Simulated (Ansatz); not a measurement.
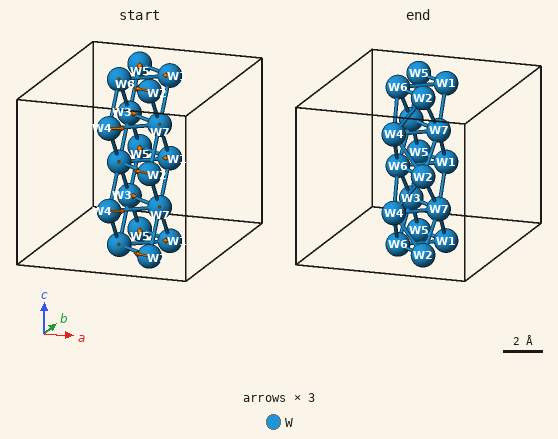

The structure of a wire of composition W before (left) and after (right) a relaxation, at one scale. The orange arrows give the displacements (the part carried along by the change of the cell is left out), magnified 3 times.

A ball-and-stick model of the 2 repeat of the cell, with the vacuum cut short, seen slightly off an axis.

Case: wire along [1 1 0], 7 atoms a period.

These are results of DFT PBEsol, scalar-relativistic, plane waves, PAW (Ansatz 0.2.0), not measurements.

Input
```yaml
crystal:
  lattice:
    - [11.2, 0.0, 0.0]
    - [0.0, 14.0, 0.0]
    - [0.0, 0.0, 4.4609210303]
  atoms:
    - { symbol: W, position: [0.5995741301, 0.5563276341, 0.0] }
    - { symbol: W, position: [0.5995741301, 0.3310170976, 0.0] }
    - { symbol: W, position: [0.4004258699, 0.5563276341, 0.5] }
    - { symbol: W, position: [0.4004258699, 0.3310170976, 0.5] }
    - { symbol: W, position: [0.4004258699, 0.6689829024, 0.0] }
    - { symbol: W, position: [0.4004258699, 0.4436723659, 0.0] }
    - { symbol: W, position: [0.5995741301, 0.4436723659, 0.5] }
basis:
  ecutwfc: 420
kpoints:
  mp_grid: { grid: [1, 1, 12] }
hamiltonian:
  xc: pbesol
scf:
  occupations: { method: gaussian, width: 0.05 }
output:
  forces: true
  stress: true
  eigenvalues: true
  populations: true
  write_density: true
  write_potential: true
  elf: true
  volumetric_format: npy
relax:
  adjacent_minimum: "off"
  f_tol: 0.02
  max_steps: 45
  cell: { fix: [a, b, alpha, beta, gamma], stress_tol: 0.03 }
```

Command:
```bash
ansatz run input.yaml --threads 4 --pin off --max-ram 11264MiB --backend cpu --events-out ev --progress --plain --runs-dir out
```

Summarise the run.

Answer. The energy falls by 3.930 eV per cell of the calculation in 6 accepted moves (10 points after the start). The largest force component goes from 4.7 to 0.019 eV/Å. The line search rejected the trial steps at points 3, 5, 7 of the run. The SCF was repeated once at an unchanged geometry on a basis and grid sized afresh for the cell, which shifted the energy by 1.6 meV per cell of the calculation at most. The largest move relative to the centre of the atoms is that of W2, 0.36 Å. Along the periodic axis the drawn cell goes c 8.922 → 8.494 Å (−4.8 %). Some distances before and after: W2–W4 3.154 → 2.665 Å, W1–W5 2.732 → 2.399 Å, W1–W3 3.154 → 2.862 Å, W2–W6 2.732 → 2.442 Å. Bond angles that change, for instance: W3–W6–W4 180.0° → 168.9°, W1–W7–W2 180.0° → 170.1°, W2–W7–W4 70.5° → 63.3°. The run took 2.3 min on 4 threads of Arm Neoverse V1 (shared host), peak memory 1.2 GiB.

Limits of the set-up: the k-point mesh is coarse for a cell with partly filled bands.
